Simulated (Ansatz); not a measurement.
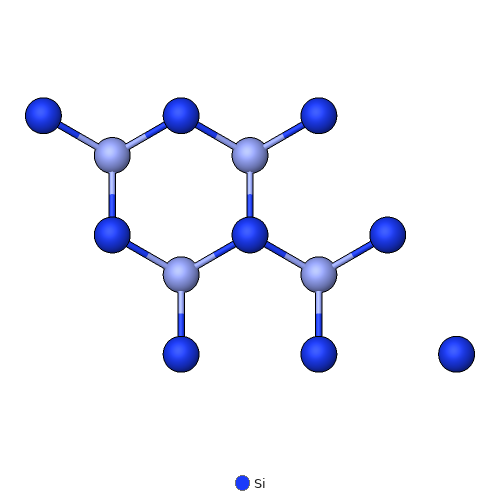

The system is Mg on a Si(001) slab cut from the P6_3/mmc phase, its upper half relaxed before the scan (24 atoms of substrate and one adsorbate in a 2 × 2 cell); the picture shows it without the atoms that are moved over the map. Mg is moved over the surface cell; relaxed at each place: the height of the adsorbate's atoms; substrate rigid; the origin of the map has the adsorbate above Si21. Places are given modulo a cell vector. The map is drawn in real space over the plane of the surface. The grid has 6 × 6 points; 10 points were computed and 26 follow by symmetry. Places are given in fractions of the 1 × 1 surface cell. All energies are given in eV relative to the lowest grid point. Method: Ansatz, DFT LDA, scalar-relativistic, plane waves, PAW. Settings: cutoff 420 eV, k-mesh 6×6×1, gaussian smearing 0.05 eV, no spin polarisation.

Range: position of Mg25 along the first surface vector from 0.000 to 0.833; position of Mg25 along the second surface vector from 0.000 to 0.833.

### Predict the map.

The lowest grid point is at a threefold hollow, (4/6, 2/6) of the cell vectors. The highest grid point, the top site over a surface Si atom, (0/6, 0/6) of the cell vectors, lies 1.11 eV above the lowest. On the interpolated surface the easiest way out of the lowest well to its copy in the next cell or period passes a barrier of about 0.41 eV. At the lowest point the adsorbate has 3 Si at 2.68 Å as nearest neighbours, at the highest 1 Si at 2.57 Å. Its relaxed height above the top atom is 1.54 Å at the lowest and 2.57 Å at the highest point.

```tsv
second ↓, first →	0/6	1/6	2/6	3/6	4/6	5/6
5/6	1.02	0.83	0.47	0.47	0.83	1.02
4/6	0.69	0.47	0.41	0.47	0.69	0.80
3/6	0.32	0.47	0.47	0.32	0.31	0.31
2/6	0.69	0.83	0.69	0.31	0.00	0.31
1/6	1.02	1.02	0.80	0.31	0.31	0.80
0/6	1.11	1.02	0.69	0.32	0.69	1.02
```

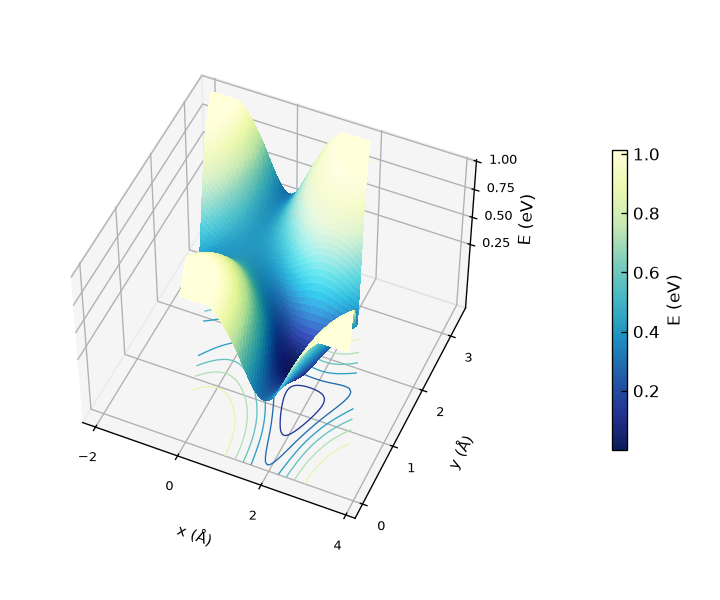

Drawn: a relief with its contours projected below, any walls above the top of the colour scale cut off. Between grid points the surface is interpolated.

Each point was launched as `ansatz run input.yaml --threads 2 --pin off --max-ram 6144MiB --backend cpu --events-out ev --progress --plain --runs-dir out`. The whole map (10 points run) took 70 min on 2 threads of Arm Neoverse N1, on a shared host.

PAW datasets: the set soft_1.
